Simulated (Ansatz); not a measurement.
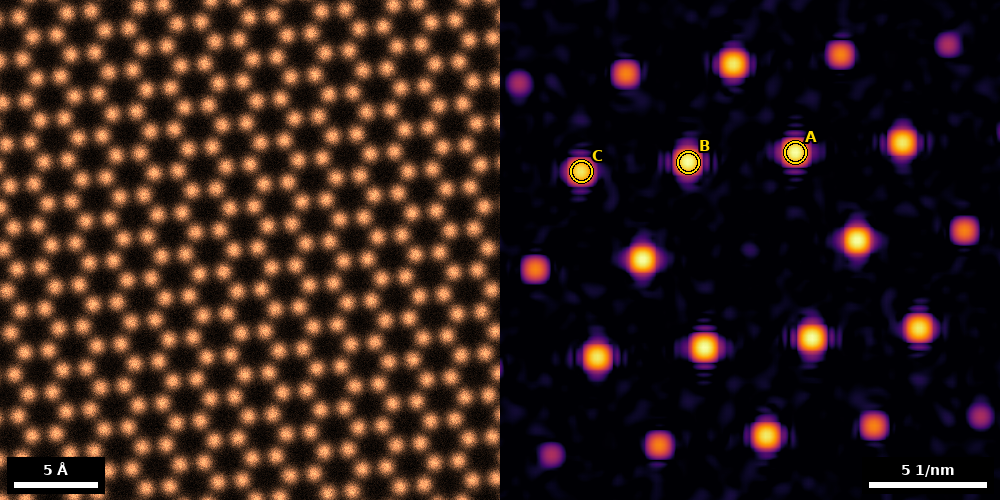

HAADF-like image of a crystal. Simulated incoherent Z contrast: every atom adds Z^1.6 spread by a probe of 0.80 Å full width; channelling and multiple scattering are left out. The probe carries 25 % of its weight in a tail 2.5 times as wide. Shot noise was added.

The right panel is the modulus of the image's Fourier transform on a logarithmic scale.

### Which lattice spacings do the marked spots stand for, and what angle do A and B enclose?

A: 2.2 Å, B: 2.2 Å, C: 1.3 Å; A and B enclose about 60°.

The crystal is Cr (P6_3/mmc, No. 194) along [001]; the spots are (010), (-1 1 0) and (-2 1 0). Structure: coordinates from a relaxation with DFT, BLYP, plane waves (420 eV) with PAW, scalar-relativistic (Ansatz 0.2.0); the starting structure was generated, so it need not be a known form of this composition.
